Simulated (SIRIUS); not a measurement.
**Ni: 7 runs along one coordinate**

System: Ni (1 atom in the cell).
Method: Kohn-Sham DFT of a periodic cell, PBEsol, dojo-sr-pbesol-0.4.1-standard, spin-polarised (SIRIUS 7.12.0).

The 7 runs differ only in the geometry, by an even scaling of the cell at fixed fractional positions. The structure derives from a Materials Project entry.

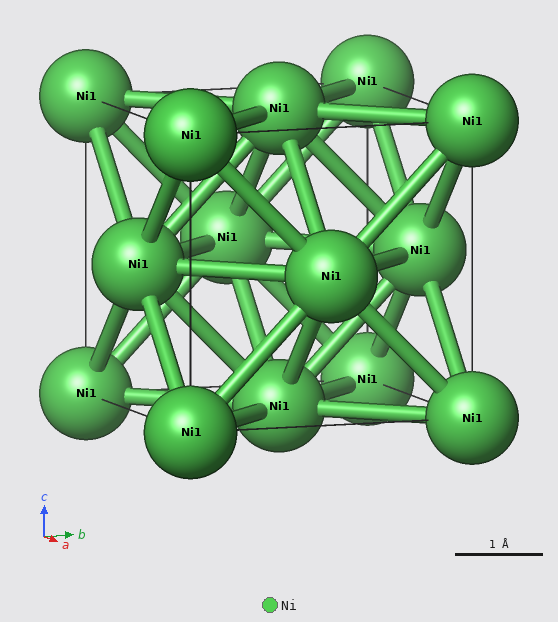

Figure 1. The structure of run 4 (ball-and-stick view of the cell 4 times as large as that of the calculation, set on its symmetry axes, seen slightly off an axis; atoms are numbered from 1 in the order of the input). An atom can appear more than once, as a periodic image.

## Input of run 4
```
{
  "control": {
    "processing_unit": "cpu",
    "verbosity": 2,
    "num_bands_to_print": 16,
    "print_forces": true,
    "print_stress": true
  },
  "parameters": {
    "electronic_structure_method": "pseudopotential",
    "xc_functionals": ["XC_GGA_X_PBE_SOL", "XC_GGA_C_PBE_SOL"],
    "gk_cutoff": 9.9,
    "pw_cutoff": 19.8,
    "ngridk": [13, 13, 13],
    "shiftk": [0, 0, 0],
    "smearing": "fermi_dirac",
    "smearing_width": 0.0018374661,
    "num_bands": 16,
    "num_mag_dims": 1,
    "num_dft_iter": 100,
    "energy_tol": 1e-08,
    "density_tol": 1e-06
  },
  "iterative_solver": {
    "type": "davidson",
    "min_tolerance": 1e-10
  },
  "mixer": {
    "type": "anderson",
    "beta": 0.5,
    "max_history": 8
  },
  "settings": {
    "tol_ne": 1e-10,
    "pseudo_grid_cutoff": 6.5,
    "smooth_initial_mag": true
  },
  "unit_cell": {
    "lattice_vectors": [
      [0.0, 0.707106781187, 0.707106781187],
      [0.707106781187, 0.0, 0.707106781187],
      [0.707106781187, 0.707106781187, 0.0]
    ],
    "lattice_vectors_scale": 4.6436225084,
    "atom_coordinate_units": "lattice",
    "atom_types": ["Ni"],
    "atom_files": {
      "Ni": "Ni.json"
    },
    "atoms": {
      "Ni": [
        [0.0, 0.0, 0.0, 0.0, 0.0, 1.0]
      ]
    }
  }
}
```

Command:
```bash
upf_to_json Ni.upf
OMP_NUM_THREADS=4 sirius.scf --input=sirius.json --output=out.json --task=0
```

Lattice vectors (Å) and fractional positions of run 4:
```
   0.000000    1.737573    1.737573
   1.737573    0.000000    1.737573
   1.737573    1.737573    0.000000
Ni  0.000000  0.000000  0.000000
```

Run 6 has the same physical settings and fractional positions; its lattice vectors (Å) are:
```
   0.000000    1.760438    1.760438
   1.760438    0.000000    1.760438
   1.760438    1.760438    0.000000
```

## Results, with one run withheld

| run | volume per atom (Å³) | free energy per atom, from the lowest run given (meV) | pressure (GPa) |
| --- | --- | --- | --- |
| 1 | 9.862 | 19.92 | 13.35 |
| 2 | 10.072 | 6.32 | 7.46 |
| 3 | 10.282 | 0.00 | 2.22 |
| 4 | 10.492 | 0.15 | −2.43 |
| 5 | 10.702 | 6.04 | −6.56 |
| 6 | 10.912 | ? | ? |
| 7 | 11.122 | 32.56 | −13.48 |

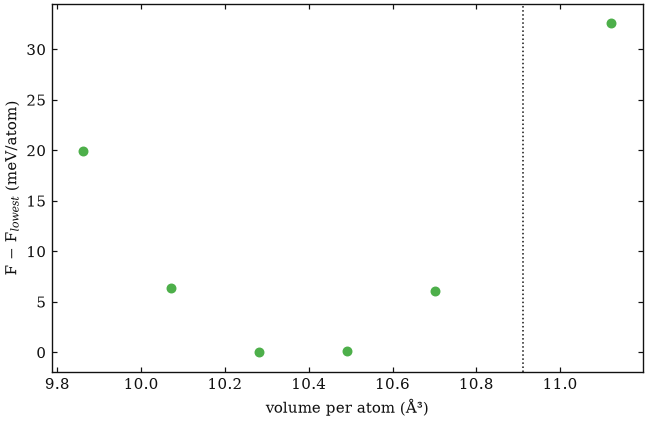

Figure 2. Free energy per atom of the runs given; the dotted line marks run 6.

Estimate the energy of run 6 from the others.

A cubic polynomial in V^(−2/3) (the Birch–Murnaghan form), fitted to the 6 runs given, misses them by under 0.01 meV per atom. With x = V^(−2/3) − 0.20977 Å⁻², it reads F = −0.63649 − 281.82 x + 3.7939e+05 x² + 7.7556e+05 x³ (meV per atom). At run 6 it gives 17.03 meV per atom, and the run itself gives 17.04. The slope of the fit gives a pressure −dF/dV of −10.18 GPa there, and the run prints −10.23 GPa. The fit has its minimum at 10.381 Å³ per atom, where V d²F/dV² gives 230 GPa: the bulk modulus at this level, since symmetry fixes the shape and the positions.

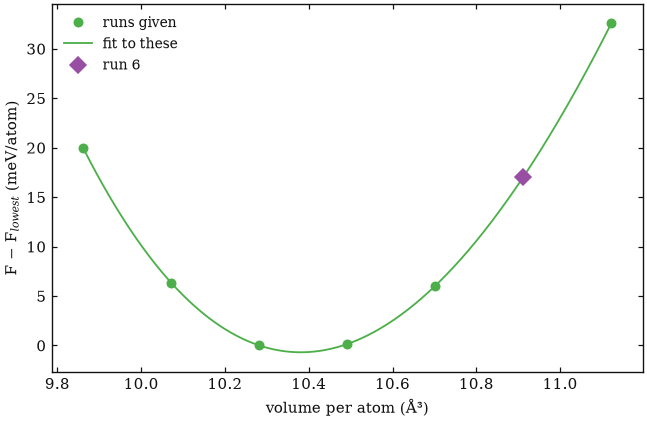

Figure 3. The fit and the withheld run.

## Some lines of the output (run 6)
```
[...]
[find] Free energy (E-TS)             :    -167.65079624 (Ha),    -335.30159248 (Ry)
[find] Efermi                         :       0.67429746
[find] Total energy                   :    -167.65029010 (Ha),    -335.30058020 (Ry)
[find] Free energy (E-TS)             :    -167.65079631 (Ha),    -335.30159262 (Ry)
[find] Efermi                         :       0.67440286
[find] Total energy                   :    -167.65029015 (Ha),    -335.30058029 (Ry)
[find] Free energy (E-TS)             :    -167.65079632 (Ha),    -335.30159263 (Ry)
[find] Efermi                         :       0.67439125
[find] Total energy                   :    -167.65029016 (Ha),    -335.30058032 (Ry)
[find] Efermi                         :       0.67439759
[find] Total energy                   :    -167.65029016 (Ha),    -335.30058033 (Ry)
[find] Efermi                         :       0.67439863
[find] Efermi                         :       0.67439892
[find] Efermi                         :       0.67439890
```
